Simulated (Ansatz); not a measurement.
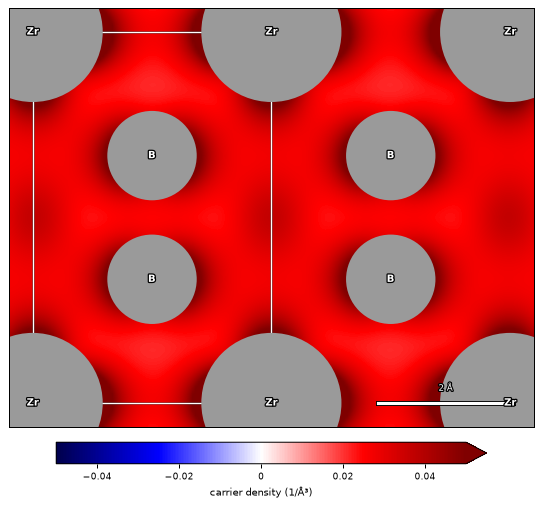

*ZrB2. Where the hole sits when 0.2 electron is taken from the 3-atom cell of the calculation (uniform compensating background, atoms fixed); the change of density for each carrier, counted positive where the carrier is: a map on the (110) plane of the conventional cell, with grey discs over the atomic cores. Cores are masked to 1.0 Å (Zr) and 0.7 Å (B).*

Space group P6/mmm.

Level of theory: Ansatz 0.2.0, DFT PBE, scalar-relativistic, plane waves, PAW.

In a PAW calculation such maps are meaningful between the atoms, not at the nuclei.

```yaml
crystal:
  lattice:
    - [3.17000, 0.00000, 0.00000]
    - [-1.58500, 2.74530, 0.00000]
    - [0.00000, 0.00000, 3.53300]
  atoms:
    - { symbol: Zr, position: [0.00000, 0.00000, 0.00000] }
    - { symbol: B, position: [0.33333, 0.66667, 0.50000] }
    - { symbol: B, position: [0.66667, 0.33333, 0.50000] }
```

> Where does the doped charge go?

The hole is spread through the whole cell, and no element is preferred much beyond its share of the volume; the electrons' screening of the uniform background evens it out.
Over the whole cell, outside the cores, it is densest at the edge of the masked core of Zr.
The counter-flow of charge adds up to under 0.1 e for each carrier.
These are shares of the net change, screening included; the states that take the carrier can be more concentrated.
This is very heavy doping, far beyond the dilute limit.
